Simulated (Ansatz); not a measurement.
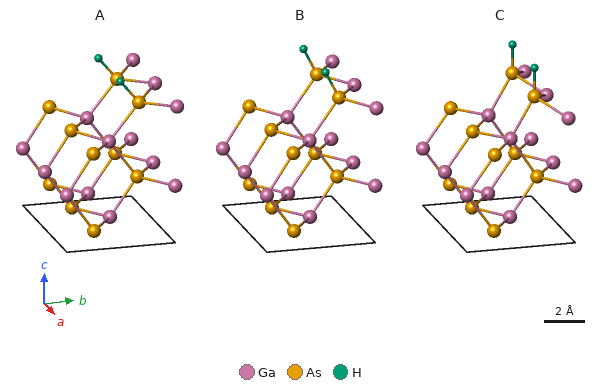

3 geometries from one constrained relaxation of a slab of composition Ga4As4H (cut from the F-43m phase), in shuffled order. A ball-and-stick model of the 2 × 1 repeat of the cell, outlined in the plane, without the vacuum, seen from a free direction.

Case: H put at a top As site. The slab is the (1 1 0) face of GaAs with H on it. 4 atoms are held fixed.

Level of theory: DFT PBEsol, scalar-relativistic, plane waves, PAW (Ansatz). Set-up: plane-wave cutoff 420 eV; k-point mesh 7 × 5 × 1; occupations gaussian; smearing width 0.05 eV; collinear spin; dipole correction; atoms relaxed in a fixed cell; force threshold 0.03 eV/Å; at most 70 steps.

### Put them in the order of the run, from the start to the converged end.

C, B, A. They are steps 0, 4, 10, at +0.605 eV per cell of the calculation, +0.160 eV per cell of the calculation relative to the last. The atom that moves furthest is the H atom (0.98 Å at 48° to the normal (−c side)). Largest moves by element: H 0.98 Å, Ga 0.73 Å, As 0.41 Å. The cell doesn't change. Near-neighbour distances that change, for instance: As–Ga 2.528 → 2.460 Å, As–Ga 2.404 → 2.463 Å, As–Ga 2.459 → 2.487 Å, As–H 1.500 → 1.527 Å. Bond angles that change, for instance: Ga–As–H 149.6° → 101.3°, Ga–As–Ga 91.2° → 116.4°, As–Ga–As 123.4° → 102.1°. After 9 accepted moves (10 points after the start) the energy has fallen by 0.605 eV per cell of the calculation. Largest force component: 0.88 eV/Å at the start, 0.0073 eV/Å at the end. 1 step only repeated the SCF at the same geometry. The program noted that the starting moments weren't kept.

Limits of the set-up: the periodic images lie only 4.0 Å apart, so the values are limited by the cell's size.
